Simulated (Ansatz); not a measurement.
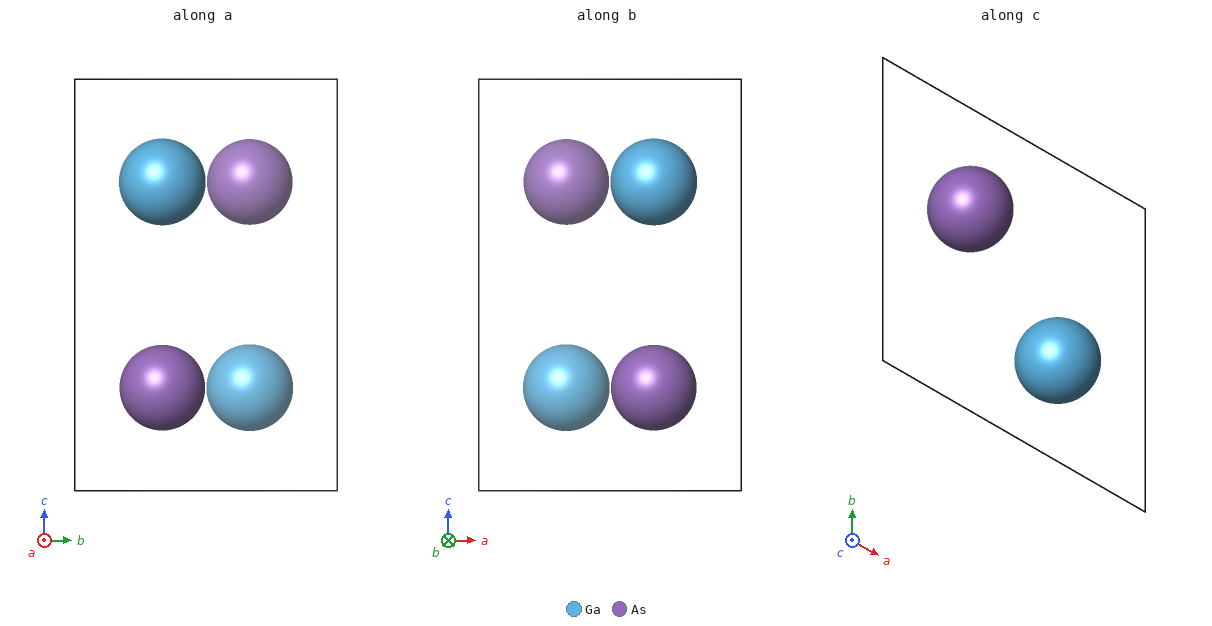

Spheres-only model, viewed along the a axis, along the b axis and along the c axis. Thin lines show the conventional unit cell, with boundary atoms drawn in all their periodic places.

Lattice parameters: a = 4.250 Å, b = 4.250 Å, c = 5.773 Å, α = 90.00°, β = 90.00°, γ = 120.00°. Put a along x and b in the xy plane.

> From the views, write a POSCAR file.

```
Ga As
1.0
     4.250    0.000    0.000
    -2.125    3.680    0.000
     0.000    0.000    5.773
Ga As
2 2
Direct
  0.3333 0.6667 0.2500
  0.6667 0.3333 0.7500
  0.6667 0.3333 0.2500
  0.3333 0.6667 0.7500
```

The structure was taken from a structure type filled with these elements by a generator (whether the compound takes this form wasn't checked). Earlier steps of the study, as a rule a relaxation of our own, may have changed the cell and positions, so they can lie some per cent off the listed ones. A calculation with Ansatz used it as input.
